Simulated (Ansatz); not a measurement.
# A series of single points on As

System: As (C2/c, 2 atoms in the cell).
Method: DFT, LDA (PW92), plane waves (420 eV) with PAW, scalar-relativistic, no spin polarisation (Ansatz 0.2.0).

The 5 runs differ only in the geometry, by an even scaling of the cell at fixed fractional positions.

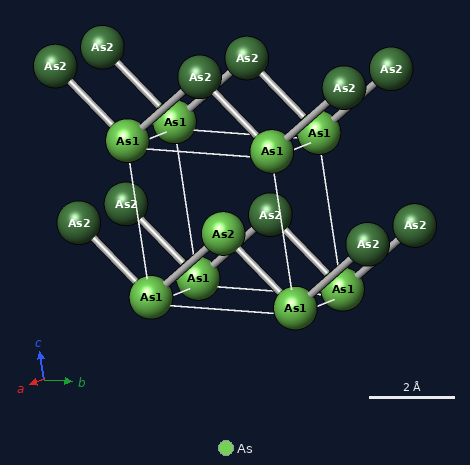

Figure 1. The structure of run 3 (ball-and-stick view of the reduced cell, seen slightly off an axis; neighbours outside the cell are drawn fainter; atoms are numbered from 1 in the order of the input).

## Input of run 3
```yaml
crystal:
  lattice:
    - [-3.0100984051, 2.6382461942, 1.3839428799]
    - [2.6382461942, -3.0100984051, 1.3839428799]
    - [2.9614123463, 2.9614123463, -2.0649908851]
  atoms:
    - { symbol: As, position: [0.0208380531, 0.9791619469, 0.0] }
    - { symbol: As, position: [0.7291619469, 0.2708380531, 0.5] }
hamiltonian:
  xc: lda
  pseudopotentials:
    kind: paw
    azcp:
      As: "pseudopotentials/As.paw.azcp"
basis:
  ecutwfc: 420
  fft_grid_basis: typed
kpoints:
  mp_grid: { grid: [16, 16, 10], shift: [0, 0, 0] }
magnetization:
  spin_polarized: false
scf:
  occupations: { method: fermi_dirac, width: 0.1 }
  lower_state_search: "off"
output:
  stress: true
```

Run 4 differs from it as follows:
```diff
-    - [-3.0100984051, 2.6382461942, 1.3839428799]
-    - [2.6382461942, -3.0100984051, 1.3839428799]
-    - [2.9614123463, 2.9614123463, -2.0649908851]
+    - [-3.0482049619, 2.6716452612, 1.4014630041]
+    - [2.6716452612, -3.0482049619, 1.4014630041]
+    - [2.9989025584, 2.9989025584, -2.0911327854]
```

## Results, with one run withheld

| run | volume per atom (Å³) | free energy per atom, from the lowest run given (meV) | pressure (GPa) |
| --- | --- | --- | --- |
| 1 | 17.753 | 88.02 | 14.15 |
| 2 | 19.367 | 1.42 | 3.78 |
| 3 | 20.981 | 0.00 | −3.02 |
| 4 | 21.788 | ? | ? |
| 5 | 22.595 | 54.61 | −7.50 |

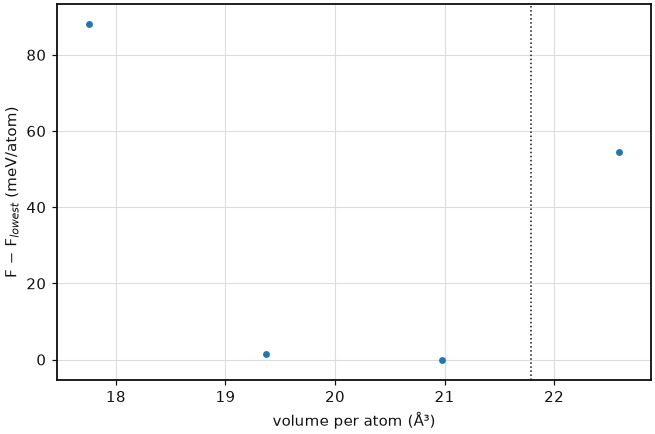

Figure 2. Free energy per atom of the runs given; the dotted line marks run 4.

Estimate the energy of run 4 from the others.

A quadratic polynomial in V^(−2/3) (the Birch–Murnaghan form), fitted to the 4 runs given, misses them by at most 0.19 meV per atom. With x = V^(−2/3) − 0.13555 Å⁻², it reads F = −7.5583 + 891.69 x + 6.5758e+05 x² (meV per atom). At run 4 it gives 21.50 meV per atom, and the run itself gives 21.68. The slope of the fit gives a pressure −dF/dV of −5.52 GPa there, and the run prints −5.50 GPa. The fit has its minimum at 20.189 Å³ per atom, where V d²F/dV² gives 84.4 GPa. Cell shape and fractional positions are held, so this is the stiffness under even scaling; the relaxed bulk modulus wasn't computed.

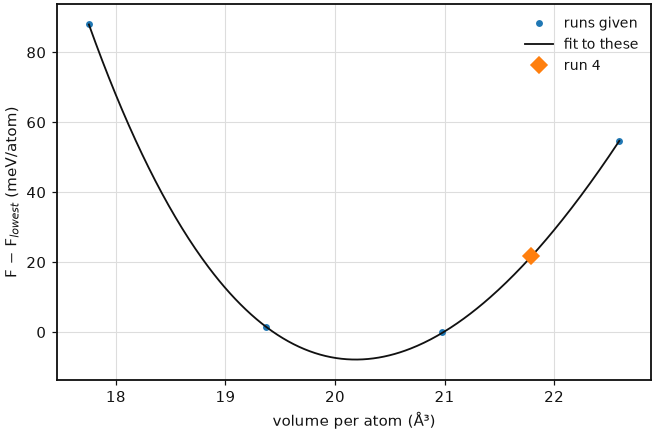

Figure 3. The fit and the withheld run.

## Output, shortened to warnings, some set-up lines, iterations and results (run 4)
```
Warning: [file] the record states the generating functional pbe (its physics header spells it `PBE`), which answers neither for hamiltonian.xc's functional nor for the lda family's — results may be inconsistent (PPs are generated against a specific XC)
Basis set: ecut = 420 eV, 861 PW (Γ)
Symmetry: 4 space group operations
k-points: 690 of 2560
Initial density: superposition of atomic densities (neutral atoms: chi_scale 0, normalization atom), corrected by the library's trained network
[...]
SCF iter   1: F=—  HF=-9547.073380 eV  |F-HF|=—  |Δ(HF+E_count)|=         —  Δρ=4.99e-3  dr2=7.38e-3  ethr=1.77e-3  ⟨swp⟩=5.3  Hψ=59249  notcnv=0
SCF iter   2: F=—  HF=-9547.071007 eV  |F-HF|=—  |Δ(HF+E_count)|=   2.37e-3  Δρ=2.94e-3  dr2=3.09e-3  ethr=2.46e-5  ⟨swp⟩=1.1  Hψ=18697  notcnv=0
SCF iter   3: F=—  HF=-9547.069898 eV  |F-HF|=—  |Δ(HF+E_count)|=   1.11e-3  Δρ=4.60e-4  dr2=1.24e-4  ethr=1.03e-5  ⟨swp⟩=2.4  Hψ=18390  notcnv=0
SCF iter   4: F=—  HF=-9547.069864 eV  |F-HF|=—  |Δ(HF+E_count)|=   3.44e-5  Δρ=1.37e-4  dr2=7.77e-6  ethr=4.13e-7  ⟨swp⟩=2.0  Hψ=23473  notcnv=0
SCF iter   5: F=—  HF=-9547.069831 eV  |F-HF|=—  |Δ(HF+E_count)|=   3.24e-5  Δρ=7.02e-5  dr2=3.84e-6  ethr=2.59e-8  ⟨swp⟩=2.0  Hψ=23494  notcnv=0
SCF iter   6: F=—  HF=-9547.069831 eV  |F-HF|=—  |Δ(HF+E_count)|=   7.71e-7  Δρ=2.79e-5  dr2=6.19e-7  ethr=1.28e-8  ⟨swp⟩=2.6  Hψ=23468  notcnv=0
SCF iter   7: F=-9547.069830 eV  HF=-9547.069830 eV  |F-HF|=5.67e-8  |Δ(HF+E_count)|=   1.41e-7  Δρ=7.72e-6  dr2=3.62e-8  ethr=3.33e-10  ⟨swp⟩=4.1  Hψ=45348  notcnv=0
SCF 1 converged in 7 iterations: F = -9547.069830 eV  dr2 = 3.62e-8
SCF converged after 7 iterations
Free energy (F): -9547.069830 eV
Harris-Foulkes:  -9547.069830 eV  (|F-HF|=5.67e-8)
Internal energy: -9547.047139 eV  (E = F + TS)
E sigma→0 (E₀):  -9547.058485 eV
Entropy (-TS):   -0.022691 eV (-11.346 meV/atom)
Fermi energy:    9.847850 eV
--- Per-component energies (eV) ---
  E_band       = -483.266088
  E_kinetic    = 204.737073
  E_local      = -3326.905435  (includes V_loc(G=0)·N_el)
  E_nonlocal   = -1331.131846
  E_hartree    = 1836.174949
  E_xc         = -157.452103
  E_vxc        = -158.410784  (∫ρ·V_xc dr)
  E_paw        = -3505.883851  (= ΣΔE_a)
  E_vpaw       = 456.088091  (= ΣTr[D̂ρ^β])
  E_aug_tail   = 0.000018  (compensation charges beyond the density's cutoff)
  E_ewald      = -3270.736404
  E_core_change = 4.150460  (= ΣΔE_core)
  E_smearing   = -0.022691  (= −TS)
  E_closure    = 0.000000  (closes the sum)
  Σ components = -9547.069830   (vs F -9547.069830, Δ=0.00e0)
--- Stress (GPa, compression-positive) ---
       -5.875995      -0.584927      -0.238774
       -0.584927      -5.875995      -0.238774
       -0.238774      -0.238774      -4.743718
  P = ⅓ Tr σ = -5.4986 GPa (-54.986 kbar)
```

Warnings of the run: the PAW datasets were made with another functional.
